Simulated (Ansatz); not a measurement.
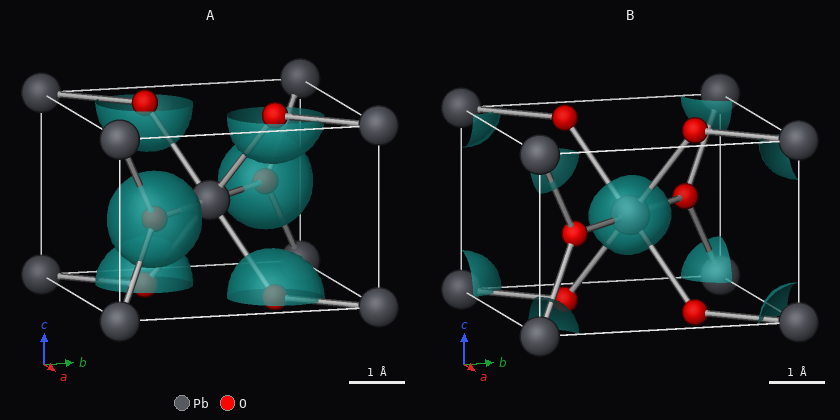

PbO2: densities of the states in two energy windows, as isosurfaces (each at a level of its own) in the conventional cell.

Space group P4_2/mnm; the calculation finds a residual pressure of about 9 GPa at this fixed cell. Spin-orbit coupling, left out here, splits and shifts the levels of such heavy elements, by tenths of an eV up to several eV.

Computed with Ansatz 0.2.0, DFT PBE, scalar-relativistic, plane waves, PAW.

In a PAW calculation such maps are meaningful between the atoms, not at the nuclei.

The windows, about the Fermi level, are −15.6 to −12.8 eV and −8.3 to +4.7 eV. Which panel shows which?

Answer. Panel A: −8.3 to +4.7 eV, a separate group of bands that crosses the Fermi level, mainly O 2p (75 %) and Pb 6s (10 %).
Panel B: −15.6 to −12.8 eV, a separate group of bands (semicore or deep states), mainly Pb 5d (90 %).
The characters are Löwdin shares on a minimal set of atomic orbitals.

Run time: 3.7 s on 2 threads of Intel(R) Xeon(R) Platinum 8259CL CPU @ 2.50GHz (Skylake/Cascade Lake), on a shared host, peak memory 0.46 GiB.
